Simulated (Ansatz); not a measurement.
Consider MnS.

```
CELL_PARAMETERS angstrom
3.65999 0.00000 0.00000
-1.83000 3.16965 0.00000
0.00000 0.00000 8.91276
ATOMIC_POSITIONS crystal
Mn 0.00000 0.00000 0.00000
Mn 0.66667 0.33333 0.33333
Mn 0.33333 0.66667 0.66667
S 0.33333 0.66667 0.16667
S 0.00000 0.00000 0.50000
S 0.66667 0.33333 0.83333
```

Space group R-3m; a structure from a database of computed crystals, not necessarily the ambient phase; computed pressure about 5 GPa in this cell; spin-polarised.

Theory: Ansatz, Kohn-Sham DFT of a periodic cell, HSE06 form with a typed share of exact exchange, Ansatz PAW.

### What will maps of the valence pseudo-density, electron localisation function and spin density show?

Mn–S (2.58 Å): ρ is about 0.32 e/Å³ halfway, with its minimum of 0.29 e/Å³ about 1.2 Å from Mn; the ELF peaks at about 0.85 in the valence shell of S, 0.8 Å from its nucleus, and is about 0.40 at the midpoint.
The spin density sits on Mn: +4.6 μB (×3) in one cell of 6 atoms, with smaller moments on other sites: S (up to +0.12 μB): parallel main moments, as they must be, since the calculation's own cell holds one magnetic site. The cell of the calculation (2 atoms) carries 5.0 μB of net spin moment.

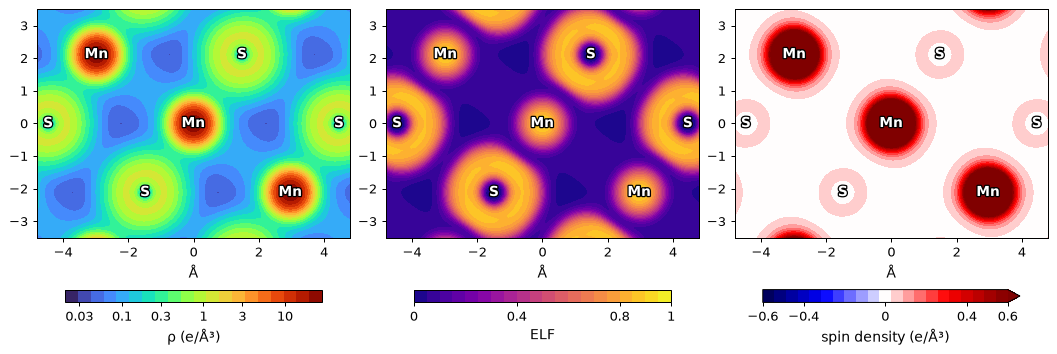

Computed valence pseudo-density, electron localisation function and spin density on the (110) plane of the conventional cell, in this order. 

Core electrons are frozen (PAW), and the valence fields are smoothed inside the atomic spheres.
